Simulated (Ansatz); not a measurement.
**ZnO (slab): density, localisation and related maps**

```xyz
24
Lattice="5.6802 0.0000 0.0000 -2.8401 4.9192 0.0000 0.0000 0.0000 33.6470" Properties=species:S:1:pos:R:3 pbc="T T T"
O     1.8934    3.2795    7.9723
O     1.8934    0.0000    7.9720
O    -0.9467    1.6397    7.9552
Zn    0.9444    1.6398    8.2412
Zn   -1.8923    3.2775    8.2412
Zn    3.7880    0.0020    8.2412
O     0.9429    1.6399   10.4269
O     3.7886    3.2761   10.4269
O     3.7888    0.0032   10.4269
Zn    1.8934    3.2795   10.8693
Zn    1.8934    0.0000   10.8686
Zn   -0.9467    1.6397   10.8882
O     1.8934    3.2795   12.9951
O     1.8934    0.0000   12.9928
O    -0.9467    1.6397   13.0200
Zn    0.9539    1.6391   13.4948
Zn   -1.8965    3.2860   13.4948
Zn    0.9426    4.9133   13.4948
O     0.9573    1.6395   15.5997
O    -1.8985    3.2887   15.5997
O     0.9412    4.9102   15.5997
Zn    1.8934    3.2795   16.2296
Zn    1.8934    0.0000   16.2424
Zn   -0.9467    1.6397   16.1798
```

Not relaxed (largest force 1.2 eV/Å).

Level of theory: DFT PBE, scalar-relativistic, plane waves, PAW in Ansatz.

In a PAW calculation such maps are meaningful between the atoms, not at the nuclei.

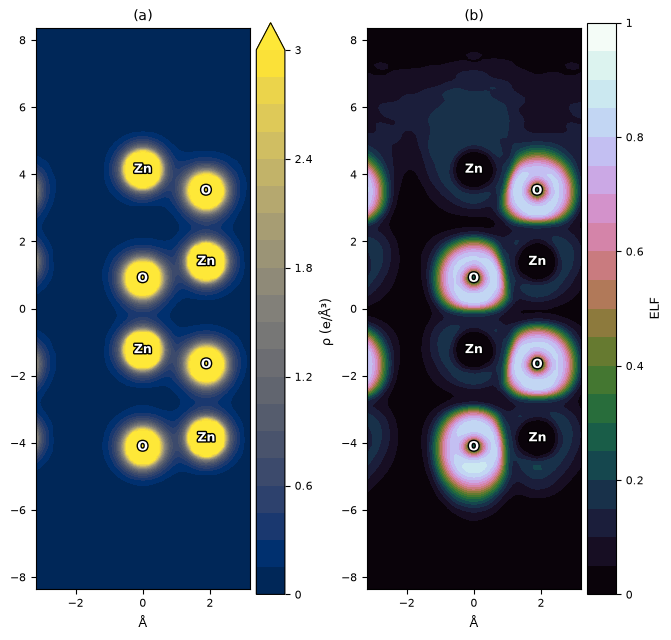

Figure 1. (a) valence pseudo-density; (b) ELF on the (010) plane of the calculation cell, a cut from vacuum to vacuum.

What do the fields say about this system?

- The section cuts through O and Zn sites.
- Zn–O (1.91 Å): the density is about 0.68 e/Å³ at the midpoint; the ELF peaks at about 0.80 in the valence shell of O, 0.6 Å from its nucleus, and is about 0.30 at the midpoint (no shared electron pair shows on this line).
- Zn–O (1.95 Å): ρ is about 0.64 e/Å³ halfway; the ELF peaks at about 0.85 in the valence shell of O, 0.6 Å from its nucleus, and is about 0.25 at the midpoint: no shared electron pair shows on this line.
- Zn–O (2.12 Å): ρ is about 0.38 e/Å³ halfway; the ELF peaks at about 0.85 in the valence shell of O, 0.6 Å from its nucleus, and is about 0.20 at the midpoint; no shared electron pair shows on this line.
- Zn–O (2.19 Å): the density is about 0.34 e/Å³ at the midpoint; the ELF peaks at about 0.85 in the valence shell of O, 0.6 Å from its nucleus, and is about 0.15 at the midpoint; no localised pair shows between them.
- The density dies away to nearly zero in the vacuum.
- The ELF also peaks beside O, away from the bonds: lone-pair regions.

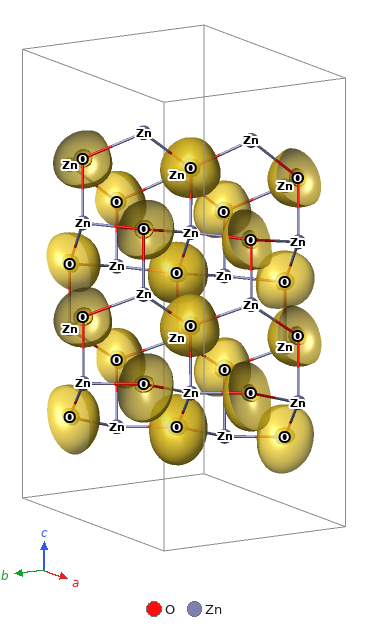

Figure 2. Isosurface of the electron localisation function at 0.6 (yellow), seen at an oblique angle. Only the valence region is drawn (cores and ρ < 0.01 e/Å³ removed). Sticks mark near contacts.

Where are the electrons localised?

The ELF exceeds this value in twelve regions wrapped around O (the valence shell of each), counted in one cell of 24 atoms. Counts are for one cell; the picture repeats the cell along the surface.

Does the calculation give a band gap?

It is gapless in this calculation (a metal or semimetal).
